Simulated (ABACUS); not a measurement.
Band-structure run, with input and output: Mg$_{3}$Sb$_{2}$ (part 1 of 2)

System: Mg$_{3}$Sb$_{2}$ (P-3m1, 5 atoms in the cell).
Method: Kohn-Sham DFT of a periodic cell, LDA, PseudoDojo NC SR 0.4.1 LDA standard, no spin polarisation (ABACUS 3.10.1).

The structure derives from an entry of the Crystallography Open Database.

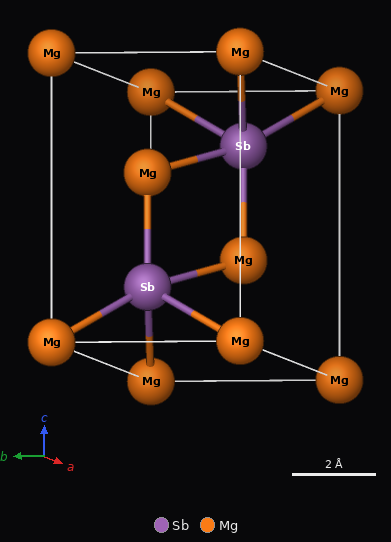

Figure 1. The input geometry (ball-and-stick view of the cell of the calculation, seen at an oblique angle). An atom can appear more than once, as a periodic image.

Results in brief:

```csv
quantity,value
outcome,converged
space group (tolerance 0.01 Å),P-3m1 (164)
electrons treated,60
free energy,−9778.7703 eV
Fermi energy,7.179 eV
gap on the k-point mesh,0.26 eV
pressure,−1.95 GPa
largest force (length of the vector),0.330 eV/Å
hardware,"4 threads of Intel Xeon (Granite Rapids), 96 GiB of memory available, shared host"
wall time,31 s (CPU time 2.1 min)
peak memory,1 GiB
```

Input:
```python
"""ABACUS run from a structure file: ASE reads it, the script writes STRU, KPT and INPUT."""
import re
import subprocess
from ase.io import read
from ase.units import Bohr

atoms = read("POSCAR")
atoms = atoms[(-atoms.numbers).argsort(kind="stable")]  # ABACUS lists atoms element by element
pseudo = {'Sb': 'Sb.upf', 'Mg': 'Mg.upf'}
orbital = {}
magmoms = None
kmesh = [6, 6, 3]
params = {
    'suffix': 'Mg3Sb2',
    'calculation': 'scf',
    'basis_type': 'pw',
    'pseudo_dir': './',
    'symmetry': 1,
    'dft_functional': 'pz',
    'ecutwfc': 84,
    'pseudo_rcut': 7,
    'nspin': 1,
    'nbands': 42,
    'ks_solver': 'dav',
    'smearing_method': 'fd',
    'smearing_sigma': 0.00367493,
    'scf_thr': 1e-08,
    'scf_nmax': 100,
    'mixing_type': 'broyden',
    'mixing_beta': 0.7,
    'cal_force': 1,
    'cal_stress': 1,
    'out_chg': 1,
    'kpar': 4,
}

symbols = atoms.get_chemical_symbols()
elements = list(dict.fromkeys(symbols))
lines = ["ATOMIC_SPECIES"] + [f"{e} {atoms.get_masses()[symbols.index(e)]:.4f} {pseudo[e]}" for e in elements]
if orbital:
    lines += ["", "NUMERICAL_ORBITAL"] + [orbital[e] for e in elements]
lines += ["", "LATTICE_CONSTANT", f"{1 / Bohr:.10f}", "", "LATTICE_VECTORS"]
lines += [" ".join(f"{x:.10f}" for x in v) for v in atoms.cell]
lines += ["", "ATOMIC_POSITIONS", "Direct"]
for e in elements:
    lines += ["", e, "0.0", str(symbols.count(e))]
    for i, p in enumerate(atoms.get_scaled_positions(wrap=False)):
        if symbols[i] == e:
            mag = "" if magmoms is None else " mag " + " ".join(str(x) for x in (magmoms[i] if isinstance(magmoms[i], list) else [magmoms[i]]))
            lines.append(" ".join(f"{x:.10f}" for x in p) + " 1 1 1" + mag)
open("STRU", "w").write("\n".join(lines) + "\n")
open("KPT", "w").write("K_POINTS\n0\nGamma\n%d %d %d 0 0 0\n" % tuple(kmesh))
open("INPUT", "w").write("INPUT_PARAMETERS\n" + "".join(f"{k:<20s}{v}\n" for k, v in params.items()))

done = subprocess.run(['mpirun', '-np', '4', 'abacus'])
if done.returncode:
    raise SystemExit(done.returncode)
log = open("OUT.Mg3Sb2/running_scf.log").read()
print("final energy (eV):", re.findall(r"FINAL_ETOT_IS (\S+)", log))
```

File POSCAR:
```
Mg3Sb2
1.0
    4.5820000000      0.0000000000      0.0000000000
   -2.2910000000      3.9681284001      0.0000000000
    0.0000000000      0.0000000000      7.2440000000
Sb Mg
2 3
Direct
    0.6666666667      0.3333333333      0.7650000000
    0.3333333333      0.6666666667      0.2350000000
    0.0000000000      0.0000000000      0.0000000000
    0.6666666667      0.3333333333      0.3700000000
    0.3333333333      0.6666666667      0.6300000000
```

File INPUT:
```
INPUT_PARAMETERS
suffix              Mg3Sb2
calculation         scf
basis_type          pw
pseudo_dir          ./
symmetry            1
dft_functional      pz
ecutwfc             84
pseudo_rcut         7
nspin               1
nbands              42
ks_solver           dav
smearing_method     fd
smearing_sigma      0.00367493
scf_thr             1e-08
scf_nmax            100
mixing_type         broyden
mixing_beta         0.7
cal_force           1
cal_stress          1
out_chg             1
kpar                4
```

File STRU:
```
ATOMIC_SPECIES
Sb 121.7600 Sb.upf
Mg 24.3050 Mg.upf

LATTICE_CONSTANT
1.8897261258

LATTICE_VECTORS
4.5820000000 0.0000000000 0.0000000000
-2.2910000000 3.9681284001 0.0000000000
0.0000000000 0.0000000000 7.2440000000

ATOMIC_POSITIONS
Direct

Sb
0.0
2
0.6666666667 0.3333333333 0.7650000000 1 1 1
0.3333333333 0.6666666667 0.2350000000 1 1 1

Mg
0.0
3
0.0000000000 0.0000000000 0.0000000000 1 1 1
0.6666666667 0.3333333333 0.3700000000 1 1 1
0.3333333333 0.6666666667 0.6300000000 1 1 1
```

File KPT:
```
K_POINTS
0
Gamma
6 6 3 0 0 0
```

Launch command:
```bash
OMP_NUM_THREADS=1 python run_abacus.py > log
```

What the program printed:
```
ABACUS v3.10.1

               Atomic-orbital Based Ab-initio Computation at UStc

 ------------------------------------------------------------------------------------

 READING GENERAL INFORMATION
                           global_out_dir = OUT.Mg3Sb2/
                           global_in_card = INPUT
                               pseudo_dir = ./
                              orbital_dir =
                                    DSIZE = 4
                                    GSIZE = 1

 READING UNITCELL INFORMATION
                                    ntype = 2
                  lattice constant (Bohr) = 1.88973
              lattice constant (Angstrom) = 1

 READING ATOM TYPE 1
                               atom label = Sb
                      L=0, number of zeta = 1
                      L=1, number of zeta = 1
                      L=2, number of zeta = 1
             number of atom for this type = 2

 READING ATOM TYPE 2
                               atom label = Mg
                      L=0, number of zeta = 1
                      L=1, number of zeta = 1
                      L=2, number of zeta = 1
             number of atom for this type = 3

                        TOTAL ATOM NUMBER = 5
DIRECT COORDINATES
    atom                   x                   y                   z     mag                  vx                  vy                  vz
taud_Sb1            0.6666666667        0.3333333333        0.7650000000  0.0000        0.0000000000        0.0000000000        0.0000000000
taud_Sb2            0.3333333333        0.6666666667        0.2350000000  0.0000        0.0000000000        0.0000000000        0.0000000000
taud_Mg1            0.0000000000        0.0000000000        0.0000000000  0.0000        0.0000000000        0.0000000000        0.0000000000
taud_Mg2            0.6666666667        0.3333333333        0.3700000000  0.0000        0.0000000000        0.0000000000        0.0000000000
taud_Mg3            0.3333333333        0.6666666667        0.6300000000  0.0000        0.0000000000        0.0000000000        0.0000000000

                          Volume (Bohr^3) = 888.824
                             Volume (A^3) = 131.71

 Lattice vectors: (Cartesian coordinate: in unit of a_0)
               +4.582                  +0                  +0
               -2.291            +3.96813                  +0
                   +0                  +0              +7.244
 Reciprocal vectors: (Cartesian coordinate: in unit of 2 pi/a_0)
            +0.218245           +0.126004                  -0
                   -0           +0.252008                  -0
                   +0                  -0           +0.138045
 The esolver type has been set to : ksdft_pw

                PAO radial cut off (Bohr) = 7

 Read in pseudopotential file is Sb.upf
                     pseudopotential type = NC
          exchange-correlation functional = SLAPWNOGXNOGC
                 nonlocal core correction = 1
                        valence electrons = 15
                                     lmax = 2
                           number of zeta = 3
                     number of projectors = 6
                           L of projector = 0
                           L of projector = 0
                           L of projector = 1
                           L of projector = 1
                           L of projector = 2
                           L of projector = 2
 XC functional updated to : pz
          exchange-correlation functional = PZ
                PAO radial cut off (Bohr) = 7

 Read in pseudopotential file is Mg.upf
                     pseudopotential type = NC
          exchange-correlation functional = SLAPWNOGXNOGC
                 nonlocal core correction = 0
                        valence electrons = 10
                                     lmax = 1
                           number of zeta = 3
                     number of projectors = 4
                           L of projector = 0
                           L of projector = 0
                           L of projector = 1
                           L of projector = 1
 XC functional updated to : pz
          exchange-correlation functional = PZ
     initial pseudo atomic orbital number = 33

 SETUP THE ELECTRONS NUMBER
            electron number of element Sb = 15
      total electron number of element Sb = 30
            electron number of element Mg = 10
      total electron number of element Mg = 30
            AUTOSET number of electrons:  = 60
                           occupied bands = 30
                                   NBANDS = 42
                                   NLOCAL = 45

%%%%%%%%%%%%%%%%%%%%%%%%%%%%%%%%%%%%%%%%%%%%%%%%%%%%%%%%%%%%%%%%%%%%%%%%%%%%%%%%%%%%%%%%%%%%%%%%%%%%%%%%%%
 Warning: the number of valence electrons in pseudopotential > 5 for Sb: [Kr] 4d10 5s2 5p3
 Warning: the number of valence electrons in pseudopotential > 2 for Mg: [Ne] 3s2
 Pseudopotentials with additional electrons can yield (more) accurate outcomes, but may be less efficient.
 If you're confident that your chosen pseudopotential is appropriate, you can safely ignore this warning.
%%%%%%%%%%%%%%%%%%%%%%%%%%%%%%%%%%%%%%%%%%%%%%%%%%%%%%%%%%%%%%%%%%%%%%%%%%%%%%%%%%%%%%%%%%%%%%%%%%%%%%%%%%

 SETUP THE PLANE WAVE BASIS
 energy cutoff for charge/potential (unit:Ry) = 336
            fft grid for charge/potential = [ 54, 54, 80 ]
                        fft grid division = [ 1, 1, 1 ]
        big fft grid for charge/potential = [ 54, 54, 80 ]
                                     nbxx = 233280
                                     nrxx = 233280

 SETUP PLANE WAVES FOR CHARGE/POTENTIAL
                    number of plane waves = 92497
                         number of sticks = 1735

 PARALLEL PW FOR CHARGE/POTENTIAL
     PROC   COLUMNS(POT)             PW
        1           1735          92497
 --------------- sum -------------------
        1           1735          92497
                            number of |g| = 4021
                                  max |g| = 30.3911
                                  min |g| = 0

----------- Double Check Mixing Parameters Begin ------------
mixing_type: broyden
mixing_beta: 0.7
mixing_gg0: 1
mixing_gg0_min: 0.1
mixing_ndim: 8
----------- Double Check Mixing Parameters End ------------

 LATTICE VECTORS: (CARTESIAN COORDINATE: IN UNIT OF A0)
               +4.582                  +0                  +0
               -2.291            +3.96813                  +0
                   +0                  +0              +7.244
                       right hand lattice = 1
                                   NORM_A = 4.582
                                   NORM_B = 4.582
                                   NORM_C = 7.244
                           ALPHA (DEGREE) = 90
                           BETA  (DEGREE) = 90
                           GAMMA (DEGREE) = 120

 The lattice vectors have been changed (STRU_SIMPLE.cif)

(for optimal symmetric configuration:)
                             BRAVAIS TYPE = 4
                     BRAVAIS LATTICE NAME = 04. Hexagonal cell
                                    ibrav = 4
                                    IBRAV = 4
                                  BRAVAIS = HEXAGONAL CELL
                       LATTICE CONSTANT A = 4.582
                                C/A RATIO = 1.58097
Original cell was already a primitive cell.
                        ROTATION MATRICES = 24
              PURE POINT GROUP OPERATIONS = 12
                   SPACE GROUP OPERATIONS = 12
                                       C2 = 3
                                       C3 = 2
                                       C4 = 0
                                       C6 = 0
                                       S1 = 3
                                       S3 = 0
                                       S4 = 0
                                       S6 = 2
                              POINT GROUP = D_3d
                                       C2 = 3
                                       C3 = 2
                                       C4 = 0
                                       C6 = 0
                                       S1 = 3
                                       S3 = 0
                                       S4 = 0
                                       S6 = 2
               POINT GROUP IN SPACE GROUP = D_3d

 SETUP K-POINTS
                                    nspin = 1
                   Input type of k points = Monkhorst-Pack(Gamma)
                                   nkstot = 108
                       right hand lattice = 1
(for reciprocal lattice: )
                             BRAVAIS TYPE = 4
                     BRAVAIS LATTICE NAME = 04. Hexagonal cell
                                    ibrav = 4
                       right hand lattice = 1
(for k-lattice: )
                             BRAVAIS TYPE = 4
                     BRAVAIS LATTICE NAME = 04. Hexagonal cell
                                    ibrav = 4
                       right hand lattice = 1
                        ROTATION MATRICES = 24
                               nkstot_ibz = 17
K-POINTS REDUCTION ACCORDING TO SYMMETRY
     IBZ    DIRECT_X    DIRECT_Y    DIRECT_Z  WEIGHT  ibz2bz
       1  0.00000000  0.00000000  0.00000000  0.0093       0
       2 -0.16666667  0.16666667  0.00000000  0.0556       1
       3 -0.33333333  0.33333333  0.00000000  0.0556       2
       4  0.50000000  0.50000000  0.00000000  0.0278       3
       5 -0.16666667  0.33333333  0.00000000  0.0556       7
       6  0.50000000  0.33333333  0.00000000  0.1111       8
       7  0.33333333  0.33333333  0.00000000  0.0185      14
       8  0.00000000  0.00000000  0.33333333  0.0185      36
       9 -0.16666667  0.16666667  0.33333333  0.0556      37
      10 -0.33333333  0.33333333  0.33333333  0.0556      38
      11  0.50000000  0.50000000  0.33333333  0.0556      39
      12  0.33333333 -0.33333333  0.33333333  0.0556      40
      13  0.16666667 -0.16666667  0.33333333  0.0556      41
      14 -0.16666667  0.33333333  0.33333333  0.1111      43
      15  0.50000000  0.33333333  0.33333333  0.1111      44
      16  0.33333333  0.50000000  0.33333333  0.1111      45
      17  0.33333333  0.33333333  0.33333333  0.0370      50

                               nkstot now = 17
[... K-POINTS DIRECT COORDINATES: 17 rows ...]

           k-point number in this process = 5
       minimum distributed K point number = 4
[... stars of the k points ...]

[... K-POINTS CARTESIAN COORDINATES: 5 rows ...]

[... K-POINTS DIRECT COORDINATES: 5 rows ...]

 SETUP PLANE WAVES FOR WAVE FUNCTIONS
     energy cutoff for wavefunc (unit:Ry) = 84
              fft grid for wave functions = [ 54, 54, 80 ]
                    number of plane waves = 14581
                         number of sticks = 511

 PARALLEL PW FOR WAVE FUNCTIONS
     PROC   COLUMNS(POT)             PW
        1            511          14581
 --------------- sum -------------------
        1            511          14581

 SETUP NONLOCAL PSEUDOPOTENTIALS IN PLANE WAVE BASIS
 Sb non-local projectors:
 projector 1 L=0
 projector 2 L=0
 projector 3 L=1
 projector 4 L=1
 projector 5 L=2
 projector 6 L=2
 Mg non-local projectors:
 projector 1 L=0
 projector 2 L=0
 projector 3 L=1
 projector 4 L=1
      TOTAL NUMBER OF NONLOCAL PROJECTORS = 60

 Init Non-Local PseudoPotential table :
 Init Non-Local-Pseudopotential done.

                                     npwx = 11572

 Make real space PAO into reciprocal space.
       max mesh points in Pseudopotential = 701
     dq(describe PAO in reciprocal space) = 0.01
                                    max q = 1104

 number of pseudo atomic orbitals for Sb is 3
WARNING: norm of atomic wavefunction # 2 of atomic type Sb is 0.999937, renormalized
WARNING: norm of atomic wavefunction # 3 of atomic type Sb is 0.997174, renormalized

 number of pseudo atomic orbitals for Mg is 3
WARNING: norm of atomic wavefunction # 3 of atomic type Mg is 0.994588, renormalized

 -------------------------------------------
 SELF-CONSISTENT
 -------------------------------------------
                                 init_chg = atomic

 PW ALGORITHM --------------- ION=   1  ELEC=   1--------------------------------

 Notice: Threshold on eigenvalues was too large.
 hsover_error=0.6 > DRHO=0.158613
 Origin diag ethr = 0.01
 New diag ethr = 0.000264356

 Density error is 0.161042711254
                          Error Threshold = 0.000264355573985
----------------------------------------------------------
     Energy           Rydberg                 eV
----------------------------------------------------------
 E_KohnSham     -718.7023228189      -9778.4467561731
 E_Harris       -719.5576236822      -9790.0837214173
 E_Fermi        0.5152274900         7.0100296302
----------------------------------------------------------

 PW ALGORITHM --------------- ION=   1  ELEC=   2--------------------------------

 Density error is 0.00540791864214
                          Error Threshold = 0.000268404518756
```
